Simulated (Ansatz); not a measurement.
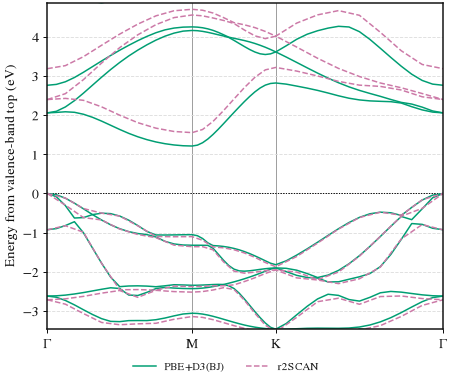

Band structures of HfS₂ (slab), 3 atoms in the cell, by two methods on the same cell. Each is counted from its own valence-band top.

**What changes from one method to the other?**

PBE+D3(BJ) gives a gap of 1.21 eV along the path and r2SCAN gives a gap of 1.55 eV along the path.

Settings. PBE+D3(BJ): DFT PBE+D3(BJ), scalar-relativistic, plane waves, PAW, no spin polarisation, 9×9×1 k mesh, 420 eV cutoff, Gaussian smearing of 0.02 eV (Ansatz). r2SCAN: DFT r2SCAN, scalar-relativistic, plane waves, PAW, no spin polarisation, 9×9×1 k mesh, 500 eV cutoff, Gaussian smearing of 0.02 eV (Ansatz 0.2.0).

Spin-orbit coupling is left out, which matters for Hf.
